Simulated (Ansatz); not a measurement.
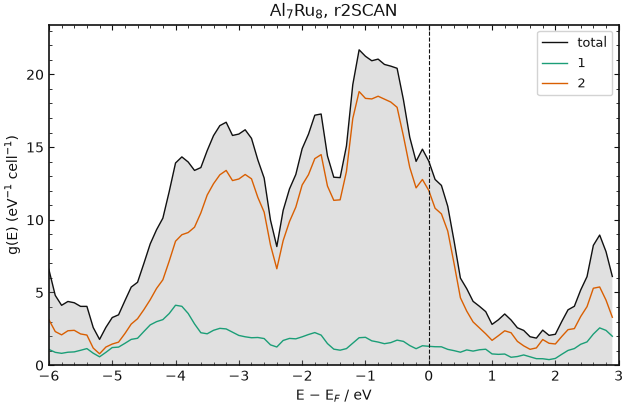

Density of states. Energies are counted from the Fermi level. The partial curves are projected on Löwdin-orthogonalised atomic shells.

Structure: Al$_{7}$Ru$_{8}$, space group Cm, 15 atoms in the cell; a = 5.85 Å, b = 6.60 Å, c = 6.60 Å, α = 78.92°, β = 64.07°, γ = 64.06°.

Method: DFT r2SCAN, scalar-relativistic, plane waves, PAW, no spin polarisation, 7×6×6 k mesh, 500 eV cutoff, Gaussian smearing of 0.1 eV (Ansatz).

Q: The numbered curves are projections. Which is which? The candidates: Al 3p, Ru 4d.

A: 1 is Al 3p; 2 is Ru 4d.

Q: Metal or insulator, and how many states lie at the Fermi level?

A: It is a metal. The density of states at the Fermi level is about 14 per eV and cell (mean within 0.25 eV), or 0.91 per atom.
